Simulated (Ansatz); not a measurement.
## Single-point calculation of Si2C

Si2C (6 atoms in the cell), computed with DFT, PBEsol, plane waves, PAW, no spin polarisation (Ansatz 0.2.0).

The structure was built on a prototype by a generator. The geometry comes from this level: r2SCAN. It belongs to a series of runs on one base structure; here: crystal.symmetry.detect = False. Figures and captions count atoms from 1; the log counts them from 0 in places.

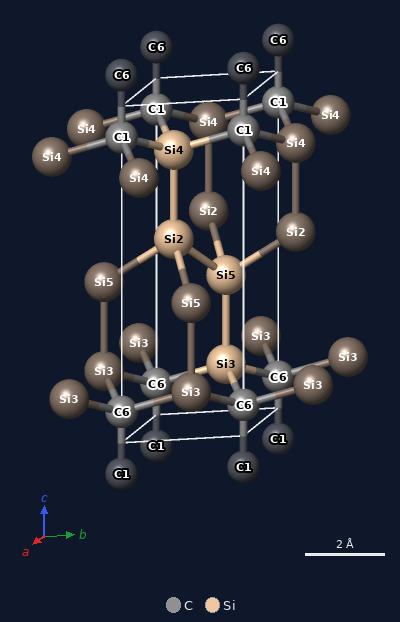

Figure 1. The structure as given in the input (ball-and-stick view of the cell of the calculation, seen slightly off an axis; neighbours outside the cell are drawn fainter; atoms are numbered from 1 in the order of the input). An atom can appear more than once, as a periodic image. Near neighbours in the periodic cell (some may lie outside the picture): C has 1 C at 1.63 Å and 3 Si at 1.96 Å; Si has 4 Si at 2.24 to 2.34 Å; Si has 3 C at 1.96 Å and 1 Si at 2.34 Å.

**Summary**

| quantity | value |
| --- | --- |
| outcome | converged |
| space group (tolerance 0.01 Å) | P-3m1 (164) |
| electrons treated | 24 |
| free energy | −2977.5373 eV |
| Fermi energy | 9.536 eV |
| band gap | none (metallic) |
| pressure | −1.16 GPa |
| largest force (length of the vector) | 0.614 eV/Å |
| hardware | 4 threads of Arm Neoverse V1, 112 GiB of memory available, shared host |
| wall time | 1.6 s (CPU time 5.6 s) |
| peak memory | 0.33 GiB |

Settings chosen away from the usual ones: crystal.symmetry.detect = False.

**Input**
```yaml
crystal:
  lattice:
    - [3.2107992482, 0.0, 0.0]
    - [-1.6053996241, 2.7806337154, 0.0]
    - [0.0, 0.0, 8.8447487905]
  atoms:
    - { symbol: C, position: [0.0, 0.0, 0.9076288133] }
    - { symbol: Si, position: [0.6666666667, 0.3333333333, 0.5710225381] }
    - { symbol: Si, position: [0.3333333333, 0.6666666667, 0.1646860694] }
    - { symbol: Si, position: [0.6666666667, 0.3333333333, 0.8353139306] }
    - { symbol: Si, position: [0.3333333333, 0.6666666667, 0.4289774619] }
    - { symbol: C, position: [0.0, 0.0, 0.0923711867] }
  symmetry: { detect: false }
kpoints:
  mp_grid: { grid: [6, 6, 2] }
hamiltonian:
  xc: pbesol
scf:
  occupations: { method: fermi_dirac, width: 0.02 }
  n_extra_bands: 5
output:
  forces: true
  stress: true
  eigenvalues: true
```

Run as:
```bash
ansatz run input.yaml --threads 4 --pin off --max-ram 4608MiB --backend cpu --events-out ev --progress --plain --runs-dir out
```

**Log**
```
scf.n_extra_bands = 5 over 12 filled bands (N_el = 24.0): the run solves 17 bands
Engine: ansatz 0.2.0, aarch64-unknown-linux-gnu
Pseudopotentials: kind: paw
Pseudopotential: C, paw, valence charge 4, recommended cutoff 420 eV (normal), C.paw.azcp
Pseudopotential: Si, paw, valence charge 4, recommended cutoff 420 eV (normal), Si.paw.azcp
Functional definition: PBEsol
  exchange = pbesol_x
  correlation = pbesol_c
Crystal: 6 atoms, lattice volume = 78.966 Å³
Basis set: ecut = 420 eV, 1589 PW (Γ), exchange–correlation on 48×48×120 points (8 copies of the dense FFT grid, shifted against one another)
Bands: 17, of which v1, the nominal top of the filled ones, is band 12 counted from 1 (11 counted from 0)
Symmetry: 1 space group operations
k-points: 40 of 72 (time reversal used)
Non-local potential: C, projectors of the file, l = 0: 2, l = 1: 2, l = 2: 1
Non-local potential: Si, projectors of the file, l = 0: 2, l = 1: 2, l = 2: 2
PAW form: soft (Blöchl's): semilocal exchange-correlation on the pseudo side does not see the compensation charge
PAW frozen core: C, regenerated for the run's functional, and the local potential with it (the file was generated under x = pbe(κ = 0.804, μ = 0.2195149727645171), c = pbe(β = 0.06672455060314922))
PAW frozen core: Si, regenerated for the run's functional, and the local potential with it (the file was generated under x = pbe(κ = 0.804, μ = 0.2195149727645171), c = pbe(β = 0.06672455060314922))
PAW one-centre angular grid: C, 110 points (default); XC on 64 Gauss nodes
PAW one-centre angular grid: Si, 110 points (default); XC on 64 Gauss nodes
Initial density: superposition of atomic densities (neutral atoms: chi_scale 0, normalization atom), corrected by the library's trained network
Initial wavefunctions: pseudopotential atomic-orbital guess
Functional: x = pbesol(κ = 0.804, μ = 0.12345679012345678), c = pbesol(β = 0.046)
SCF iter   1: F=—  HF=-2977.547136 eV  |F-HF|=—  |Δ(HF+E_count)|=         —  Δρ=6.38e-3  dr2=4.18e-2  ethr=1.77e-3  ⟨swp⟩=6.6  Hψ=4233  notcnv=0
preconditioner: auto → none  [insulator: Δε(μ)=0.137 eV  Ē_g=9.387 eV  σ=0.020 eV  W_gap=0.78  n_scr=6 (ndim 8)  ℏωp=20.5 eV  f_vac=0.000  D(μ)=1.30/eV (n_scr^D=4)  ε∞_Penn≈5.8]
SCF iter   2: F=—  HF=-2977.537434 eV  |F-HF|=—  |Δ(HF+E_count)|=   9.70e-3  Δρ=1.52e-3  dr2=1.26e-3  ethr=1.74e-4  ⟨swp⟩=2.6  Hψ=1500  notcnv=0  defer=20
SCF iter   3: F=—  HF=-2977.537266 eV  |F-HF|=—  |Δ(HF+E_count)|=   1.68e-4  Δρ=6.15e-4  dr2=1.81e-4  ethr=5.26e-6  ⟨swp⟩=2.6  Hψ=1175  notcnv=0  defer=22
SCF iter   4: F=—  HF=-2977.537269 eV  |F-HF|=—  |Δ(HF+E_count)|=   3.39e-6  Δρ=1.59e-4  dr2=1.55e-5  ethr=7.56e-7  ⟨swp⟩=2.5  Hψ=1044  notcnv=0  defer=22
SCF iter   5: F=—  HF=-2977.537302 eV  |F-HF|=—  |Δ(HF+E_count)|=   3.24e-5  Δρ=3.60e-5  dr2=2.28e-6  ethr=6.47e-8  ⟨swp⟩=2.1  Hψ=1030  notcnv=0  defer=22
SCF iter   6: F=—  HF=-2977.537302 eV  |F-HF|=—  |Δ(HF+E_count)|=   1.18e-7  Δρ=1.34e-5  dr2=5.45e-7  ethr=9.48e-9  ⟨swp⟩=2.0  Hψ=825  notcnv=0  defer=22
SCF iter   7: F=-2977.537302 eV  HF=-2977.537302 eV  |F-HF|=2.33e-8  |Δ(HF+E_count)|=   5.50e-8  Δρ=4.97e-6  dr2=3.67e-8  ethr=4.17e-10  ⟨swp⟩=5.1  Hψ=2928  notcnv=0
SCF 1 converged in 7 iterations: F = -2977.537302 eV  dr2 = 3.67e-8
  greatest PAW one-centre occupation: 0.656 electrons in one spin orbital (limit 2), on the Si atom at site 4 (counted from 0), in its partial waves of l = 0
```

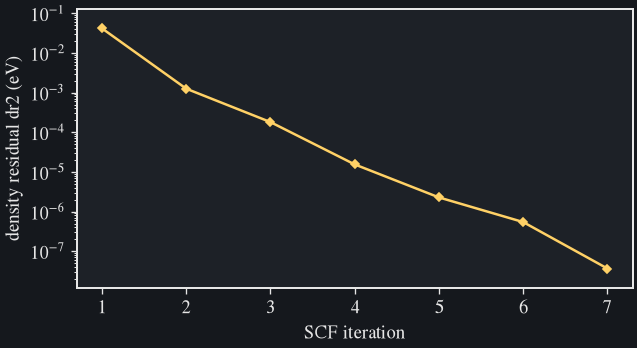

Figure 2. Convergence of the self-consistent field: density residual dr2 against the SCF iteration. The residual falls at every step.

```
SCF converged after 7 iterations
Free energy (F): -2977.537302 eV
Harris-Foulkes:  -2977.537302 eV  (|F-HF|=2.33e-8)
Internal energy: -2977.535421 eV  (E = F + TS)
E sigma→0 (E₀):  -2977.536361 eV
Entropy (-TS):   -0.001881 eV (-0.314 meV/atom)
Fermi energy:    9.536055 eV
--- Per-component energies (eV) ---
  E_band       = 61.542991
  E_kinetic    = 344.322946
  E_local      = -378.322095  (includes V_loc(G=0)·N_el)
  E_nonlocal   = 156.418081
  E_hartree    = 135.597574
  E_xc         = -316.854406
  E_vxc        = -309.614026  (∫ρ·V_xc dr)
  E_paw        = -2185.705547  (= ΣΔE_a)
  E_vpaw       = -22.455248  (= ΣTr[D̂ρ^β])
  E_aug_tail   = 0.000040  (compensation charges beyond the density's cutoff)
  E_ewald      = -733.160457
  E_core_change = 0.168444  (= ΣΔE_core)
  E_smearing   = -0.001881  (= −TS)
  E_closure    = -0.000000  (closes the sum)
  Σ components = -2977.537302   (vs F -2977.537302, Δ=0.00e0)
--- Forces (eV/Å), atoms counted from 1 ---
  atom   1  C     -0.00000006     0.00000020     0.30534819
  atom   2  Si     0.00000004    -0.00000006     0.61402277
  atom   3  Si    -0.00000000     0.00000014    -0.01635372
  atom   4  Si     0.00000003    -0.00000017     0.01647485
  atom   5  Si    -0.00000002     0.00000005    -0.61423776
  atom   6  C      0.00000001    -0.00000018    -0.30537344
  max |Σ_I F_I| component: 1.19e-4 eV/Å
--- Stress (GPa, compression-positive) ---
       -1.815686      -0.000000      -0.000000
       -0.000000      -1.815686       0.000000
       -0.000000       0.000002       0.137773
  P = ⅓ Tr σ = -1.1645 GPa (-11.645 kbar)
--- Band table (eV; the first three rows and the last of 40) ---
  k-point 0: bands = ["-7.2389", "-4.1644", "-3.7808", "1.0480", "1.8161", "5.7770", "5.7770", "7.1446", "8.3577", "8.3577", "10.4084", "10.8335", "11.2179", "11.2179", "13.4248", "13.7989", "13.7989"]
  k-point 1: bands = ["-7.2249", "-4.5965", "-3.0422", "-0.3544", "4.3174", "4.9601", "5.7775", "5.7775", "8.3587", "8.3587", "10.8314", "11.1974", "11.1974", "11.8009", "13.4116", "13.6070", "13.6070"]
  k-point 2: bands = ["-6.8465", "-3.7292", "-3.2956", "1.2835", "2.1676", "4.0421", "5.2932", "6.4959", "7.0825", "7.8678", "8.2777", "10.1225", "10.9504", "11.6533", "12.6695", "13.1171", "14.0383"]
  k-point 39: bands = ["-4.9292", "-1.5367", "-0.6340", "-0.3883", "1.5889", "1.7519", "3.3009", "4.2157", "4.2361", "6.7393", "6.7442", "8.6228", "9.6826", "10.2633", "10.4226", "11.5511", "12.2679"]
```

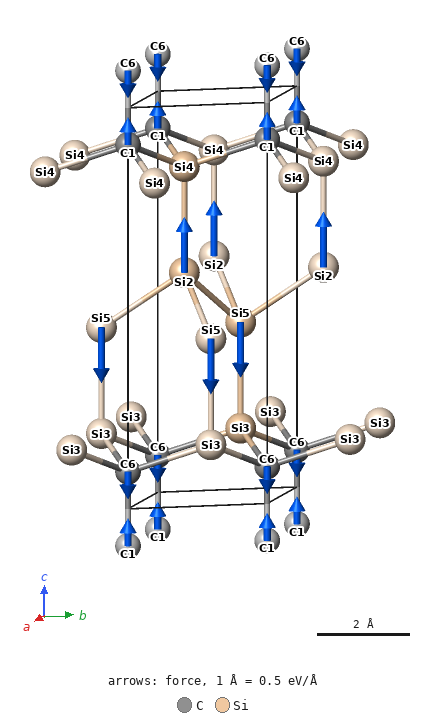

Figure 3. Forces on the atoms as blue arrows (ball-and-stick view of the cell of the calculation, seen slightly off an axis; neighbours outside the cell are drawn fainter; atoms are numbered from 1 in the order of the input); the smallest are left out. The largest act on Si2, Si5 (0.61 eV/Å); C1, C6 (0.31 eV/Å). The geometry is not a stationary point of this energy.
